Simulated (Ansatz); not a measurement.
Run report: Zn8O7 (charge +1), geometry relaxation (part 2 of 2)

The same run, continued: Zn8O7 (defect cell, 15 atoms in the cell, total charge +1); DFT PBE, scalar-relativistic, plane waves, PAW, spin-polarised (Ansatz 0.2.0); cutoff 420 eV, 4×4×4 k-mesh, Gaussian smearing of 0.01 eV, collinear spins. The structure derives from a Materials Project entry. It belongs to a series of runs on one base structure; here: O vacancy (site b), charge +1, atoms relaxed at the host's cell, started again with a moment of 3 μB.

Geometry of the input (Å; fractional positions):
```
0.0000  0.0000  5.2932
6.5588  -0.0000  0.0000
-3.2794  5.6801  0.0000
Zn 0.4537  0.3333  0.1667
Zn 0.5033  0.3380  0.6690
Zn 0.5033  0.8310  0.1620
Zn 0.5033  0.8310  0.6690
Zn 0.0071  0.1582  0.3418
Zn 0.0071  0.1582  0.8163
Zn 0.0071  0.6837  0.3418
Zn 0.0082  0.6667  0.8333
O  0.8813  0.3341  0.6671
O  0.8813  0.8329  0.1659
O  0.8813  0.8329  0.6671
O  0.3810  0.1659  0.3341
O  0.3810  0.1659  0.8317
O  0.3810  0.6683  0.3341
O  0.3826  0.6667  0.8333
```

## Output, continued
```
  k-point 0 ↑: bands = ["-11.4968", "-10.9831", "-10.9831", "-10.9659", "-10.7797", "-10.7797", "-10.6018", "0.3912", "0.4956", "0.4956", "0.6083", "0.6754", "0.6754", "0.7058", "0.7058", "0.7374", "0.7498", "0.7498", "0.8254", "0.9629", "1.1015", "1.1015", "1.1869", "1.1869", "1.2364", "1.3962", "1.3962", "1.4385", "1.4776", "1.5579", "1.5579", "1.7056", "1.7353", "1.7567", "1.7567", "1.8061", "1.8061", "1.8922", "1.9948", "1.9948", "2.0917", "2.0917", "2.2811", "2.2811", "2.2977", "2.2977", "2.2977", "2.3256", "2.6061", "2.7593", "2.7593", "2.9309", "3.2037", "3.2037", "3.5746", "3.5746", "4.0813", "4.4005", "4.5933", "4.5933", "5.1549", "5.1549", "5.4934", "5.4934", "5.4940", "5.7682", "6.0534", "6.2302", "6.2302", "9.4734", "10.9838", "10.9838", "11.3240", "11.5739", "12.7972", "12.7972", "12.8097", "13.9515", "13.9515", "14.0952", "14.2638", "14.2638", "14.5752", "15.8419", "16.7302"]
  k-point 1 ↑: bands = ["-11.4307", "-11.0600", "-10.9874", "-10.9452", "-10.8022", "-10.7773", "-10.5978", "0.4035", "0.4815", "0.5367", "0.6019", "0.6694", "0.7024", "0.7032", "0.7229", "0.7574", "0.7824", "0.8115", "0.8558", "0.9801", "1.0984", "1.1092", "1.1615", "1.2152", "1.2901", "1.3550", "1.3551", "1.4173", "1.4293", "1.5320", "1.5370", "1.6352", "1.6738", "1.6871", "1.7265", "1.7884", "1.8427", "1.9436", "2.0220", "2.0300", "2.0721", "2.0837", "2.2561", "2.2878", "2.2888", "2.3358", "2.3461", "2.4308", "2.5372", "2.7731", "2.7838", "3.0440", "3.2950", "3.3387", "3.5444", "3.6761", "4.0207", "4.2265", "4.4498", "4.6884", "5.0669", "5.0842", "5.2985", "5.3013", "5.4434", "5.5030", "5.9808", "6.1367", "6.8106", "9.4572", "10.6273", "10.7492", "11.3937", "11.9715", "12.5578", "13.3652", "13.6514", "13.9916", "14.1669", "14.2434", "14.3993", "14.4271", "14.7710", "15.9549", "16.5803"]
  k-point 2 ↑: bands = ["-11.3034", "-11.1998", "-10.9916", "-10.9149", "-10.8295", "-10.7749", "-10.5969", "0.3932", "0.5015", "0.5709", "0.6356", "0.6637", "0.6788", "0.7364", "0.7390", "0.7636", "0.7796", "0.8961", "0.9276", "0.9355", "1.1079", "1.1096", "1.1942", "1.2734", "1.2904", "1.3119", "1.3400", "1.3963", "1.4163", "1.4594", "1.4765", "1.6203", "1.6353", "1.6733", "1.7008", "1.7792", "1.8115", "1.9572", "2.0229", "2.0309", "2.0409", "2.0650", "2.2398", "2.2740", "2.2831", "2.3978", "2.4120", "2.4433", "2.5162", "2.8224", "2.9183", "3.0620", "3.3823", "3.6458", "3.6701", "3.7777", "3.8398", "4.0993", "4.2825", "4.5490", "4.9053", "4.9187", "5.0027", "5.1275", "5.5089", "5.5232", "5.9189", "6.0314", "7.6645", "8.6271", "10.5884", "11.1101", "11.4356", "11.9596", "12.8800", "13.4661", "13.6819", "14.1619", "14.5034", "14.5358", "14.7714", "14.8393", "15.7037", "15.7491", "16.1801"]
  k-point 12 ↓: bands = ["-11.1027", "-11.0825", "-10.9854", "-10.9706", "-10.8887", "-10.8762", "-10.6416", "0.3217", "0.3516", "0.3940", "0.4241", "0.4704", "0.5674", "0.6005", "0.6408", "0.7228", "0.7698", "0.7756", "0.8347", "0.8962", "0.9447", "1.0291", "1.1017", "1.1511", "1.2125", "1.2596", "1.2858", "1.3066", "1.3277", "1.4483", "1.5272", "1.5513", "1.6163", "1.6346", "1.7070", "1.7444", "1.7604", "1.8220", "1.9806", "2.0181", "2.1145", "2.1668", "2.2002", "2.2344", "2.2535", "2.2890", "2.4346", "2.7197", "2.9155", "3.0750", "3.4456", "3.5473", "3.5794", "3.8555", "3.9219", "4.1419", "4.2627", "4.7609", "4.8122", "4.9004", "5.0051", "5.0806", "5.1072", "5.1346", "5.2344", "5.2553", "5.2810", "5.5710", "7.9100", "9.8013", "10.1719", "10.6824", "11.4023", "11.8138", "12.1484", "13.1003", "13.6587", "13.8297", "14.4282", "15.1369", "15.2002", "15.3053", "15.4474", "15.5988", "15.8898"]
--- Relaxed structure (2 steps of the walk, 2 accepted, 0 SCFs on fresh bases) ---
  F+E_penalty+E_count = -30533.20493626 eV   max|allowed force component| = 5.253e-3 eV/Å
  atoms:
    - { symbol: Zn, position: [0.45369723159999986, 0.3333333333333333, 0.16666666666666669] }
    - { symbol: Zn, position: [0.5032900874999999, 0.33803812266666666, 0.6690190613333333] }
    - { symbol: Zn, position: [0.5032900874999999, 0.8309809386666667, 0.16196187733333328] }
    - { symbol: Zn, position: [0.5032900874999999, 0.8309809386666667, 0.6690190613333333] }
    - { symbol: Zn, position: [0.007138531499999998, 0.15816389039999998, 0.34183610959999994] }
    - { symbol: Zn, position: [0.007138531499999998, 0.15816389039999992, 0.8163277807999998] }
    - { symbol: Zn, position: [0.007138531499999998, 0.6836722191999999, 0.34183610959999994] }
    - { symbol: Zn, position: [0.008213916899999998, 0.6666666666666665, 0.8333333333333333] }
    - { symbol: O, position: [0.8813175583999998, 0.33414274779999986, 0.6670713738999999] }
    - { symbol: O, position: [0.8813175583999998, 0.8329286260999997, 0.16585725219999997] }
    - { symbol: O, position: [0.8813175583999998, 0.8329286260999997, 0.6670713739] }
    - { symbol: O, position: [0.3810200378999999, 0.1658735838, 0.3341264161999999] }
    - { symbol: O, position: [0.3810200378999999, 0.16587358379999995, 0.8317471675999999] }
    - { symbol: O, position: [0.3810200378999999, 0.6682528323999999, 0.3341264161999999] }
    - { symbol: O, position: [0.3825646171999999, 0.6666666666666665, 0.8333333333333333] }
--- Löwdin populations: 15 sites ---
  site symbol       q [e]    m [muB]
     0     Zn     10.6713     0.0054
     1     Zn     10.5642     0.0004
     2     Zn     10.5642     0.0004
     3     Zn     10.5642     0.0004
     4     Zn     10.7154     0.0071
     5     Zn     10.7154     0.0071
     6     Zn     10.7154     0.0071
     7     Zn     10.5662     0.0003
     8      O      7.2148     0.0049
     9      O      7.2148     0.0049
    10      O      7.2148     0.0049
    11      O      7.2155     0.0030
    12      O      7.2155     0.0030
    13      O      7.2155     0.0030
    14      O      7.2303     0.0012
  spilling = 0.010237 (of n_electrons = 137.000000)
```

## File populations.tsv
```
# site	symbol	l	j	q_up	q_dn
# orbitals = lowdin
# n_electrons = 137.000000
# spilling = 0.010237
0	Zn	0_4S	-	0.357294	0.352595
0	Zn	2_3D	-	4.981023	4.980372
1	Zn	0_4S	-	0.294437	0.294226
1	Zn	2_3D	-	4.987869	4.987705
2	Zn	0_4S	-	0.294437	0.294226
2	Zn	2_3D	-	4.987869	4.987705
3	Zn	0_4S	-	0.294437	0.294226
3	Zn	2_3D	-	4.987869	4.987705
4	Zn	0_4S	-	0.378073	0.371342
4	Zn	2_3D	-	4.983148	4.982810
5	Zn	0_4S	-	0.378073	0.371342
5	Zn	2_3D	-	4.983148	4.982810
6	Zn	0_4S	-	0.378073	0.371342
6	Zn	2_3D	-	4.983148	4.982810
7	Zn	0_4S	-	0.294734	0.294568
7	Zn	2_3D	-	4.988519	4.988399
8	O	0_2S	-	0.942579	0.942068
8	O	1_2P	-	2.667277	2.662902
9	O	0_2S	-	0.942579	0.942068
9	O	1_2P	-	2.667277	2.662902
10	O	0_2S	-	0.942579	0.942068
10	O	1_2P	-	2.667277	2.662902
11	O	0_2S	-	0.941868	0.941226
11	O	1_2P	-	2.667362	2.665005
12	O	0_2S	-	0.941868	0.941226
12	O	1_2P	-	2.667362	2.665005
13	O	0_2S	-	0.941868	0.941226
13	O	1_2P	-	2.667362	2.665005
14	O	0_2S	-	0.934776	0.934706
14	O	1_2P	-	2.680992	2.679872
```

## Trajectory as extended XYZ (Å, eV, eV/Å), 2 frames, from step=1 to step=2
```
15
Lattice="0.0000 0.0000 5.2932 6.5588 -0.0000 0.0000 -3.2794 5.6801 0.0000" Properties=species:S:1:pos:R:3:forces:R:3 step=1 energy=-30533.20493
Zn    1.6397    0.9467    2.4015    0.0000   0.0000  -0.0025
Zn    0.0231    3.8001    2.6640    0.0019   0.0011   0.0025
Zn    4.9191    0.9200    2.6640    0.0000  -0.0021   0.0025
Zn    3.2562    3.8001    2.6640   -0.0019   0.0011   0.0025
Zn   -0.0837    1.9417    0.0378    0.0004  -0.0002  -0.0005
Zn   -1.6397    4.6368    0.0378    0.0000   0.0004  -0.0005
Zn    3.3630    1.9417    0.0378   -0.0004  -0.0002  -0.0005
Zn    1.6397    4.7334    0.0435    0.0000   0.0000  -0.0053
O     0.0040    3.7890    4.6650   -0.0023  -0.0013  -0.0006
O     4.9191    0.9421    4.6650    0.0000   0.0026  -0.0006
O     3.2754    3.7890    4.6650    0.0023  -0.0013  -0.0006
O    -0.0078    1.8979    2.0168   -0.0026   0.0015   0.0004
O    -1.6397    4.7244    2.0168    0.0000  -0.0030   0.0004
O     3.2872    1.8979    2.0168    0.0026   0.0015   0.0004
O     1.6397    4.7334    2.0250    0.0000   0.0000   0.0023
15
Lattice="0.0000 0.0000 5.2932 6.5588 -0.0000 0.0000 -3.2794 5.6801 0.0000" Properties=species:S:1:pos:R:3:forces:R:3 step=2 energy=-30533.20494
Zn    1.6397    0.9467    2.4015    0.0000   0.0000  -0.0025
Zn    0.0231    3.8001    2.6640    0.0019   0.0011   0.0025
Zn    4.9191    0.9200    2.6640    0.0000  -0.0022   0.0025
Zn    3.2562    3.8001    2.6640   -0.0019   0.0011   0.0025
Zn   -0.0837    1.9417    0.0378    0.0003  -0.0002  -0.0005
Zn   -1.6397    4.6368    0.0378    0.0000   0.0003  -0.0005
Zn    3.3630    1.9417    0.0378   -0.0003  -0.0002  -0.0005
Zn    1.6397    4.7334    0.0435    0.0000   0.0000  -0.0053
O     0.0040    3.7890    4.6650   -0.0023  -0.0013  -0.0007
O     4.9191    0.9421    4.6650    0.0000   0.0026  -0.0007
O     3.2754    3.7890    4.6650    0.0023  -0.0013  -0.0007
O    -0.0078    1.8979    2.0168   -0.0026   0.0015   0.0004
O    -1.6397    4.7244    2.0168    0.0000  -0.0031   0.0004
O     3.2872    1.8979    2.0168    0.0026   0.0015   0.0004
O     1.6397    4.7334    2.0250    0.0000   0.0000   0.0023
```

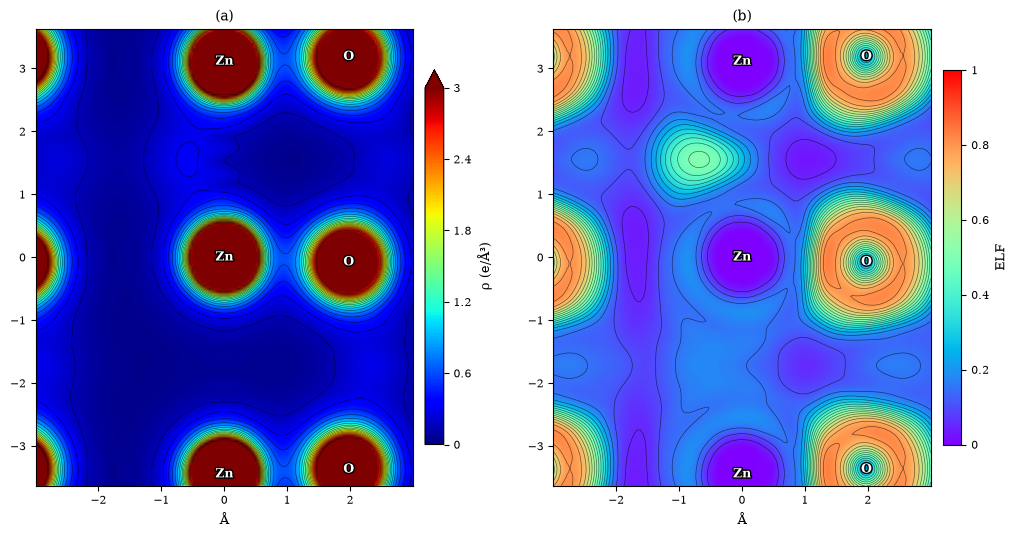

Fig. 1: (a) valence electron density; (b) ELF on the (010) plane of the calculation cell. The section cuts through Zn and O sites. Zn–O (1.98 Å): the density is about 0.62 e/Å³ at the midpoint; the ELF is about 0.25 at the midpoint; no shared pair; the contact is polar. Away from the nuclei the density in this plane falls to 0.03 e/Å³ at its lowest. Core electrons are frozen (PAW), so the fields are smoothed inside the atomic spheres.

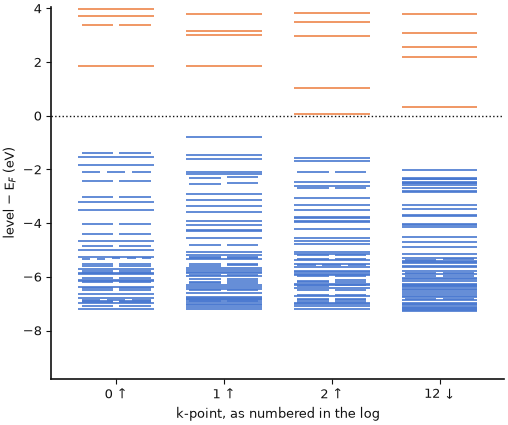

Fig. 2: Kohn–Sham levels near the Fermi level (dotted) at the few k-points that the log prints; levels within 0.02 eV of each other stand side by side. The system is metallic on the full mesh.

## Key numbers

```json
{"quantity": "outcome", "value": "converged"}
{"quantity": "electrons treated", "value": "137"}
{"quantity": "free energy", "value": "−30533.2049 eV"}
{"quantity": "Fermi energy", "value": "7.601 eV"}
{"quantity": "gap on the k-point mesh", "value": "none (metallic)"}
{"quantity": "net moment of the cell", "value": "0.06 μB"}
{"quantity": "integrated absolute moment", "value": "0.07 μB"}
{"quantity": "final volume", "value": "197.20 Å³"}
{"quantity": "largest force (length of the vector) at the end", "value": "0.005 eV/Å"}
{"quantity": "hardware", "value": "4 threads of Oxide Virtual Turin-like (Zen 5), 32 GiB of memory available, shared host"}
{"quantity": "wall time", "value": "28 s (CPU time 1.8 min)"}
{"quantity": "peak memory", "value": "0.87 GiB"}
```

## Notes

The program warns: some starting moments were not kept.
